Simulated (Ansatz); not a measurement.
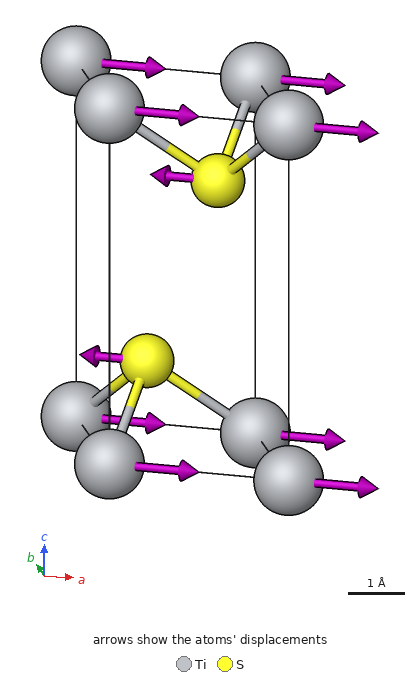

One vibrational mode of solid TiS₂ at the zone centre. Displacements are drawn as purple arrows; their common scale and sign are arbitrary. A ball-and-stick model of the cell of the calculation, seen slightly off an axis.

Method: DFT PBE, scalar-relativistic, plane waves, PAW (Ansatz). Settings: plane-wave cutoff 420 eV; k-point mesh 18 × 18 × 8; occupations fermi dirac; smearing width 0.15 eV; no spin polarisation.

The frequencies depend somewhat on the k-mesh and the smearing.

Describe the mode and give its frequency.

Answer. This is the E_u mode (doubly degenerate; one member of the set is drawn) at 141 cm⁻¹, the lowest optical level, infrared-active by symmetry. The Ti sublattice moves against the S sublattice, along a; the kinetic energy is shared as Ti 57 %, S 43 %. The crystal is a metal, so free carriers screen the infrared response.

Limits of the set-up: layers or molecules are held without a dispersion correction, so their spacing is unreliable.
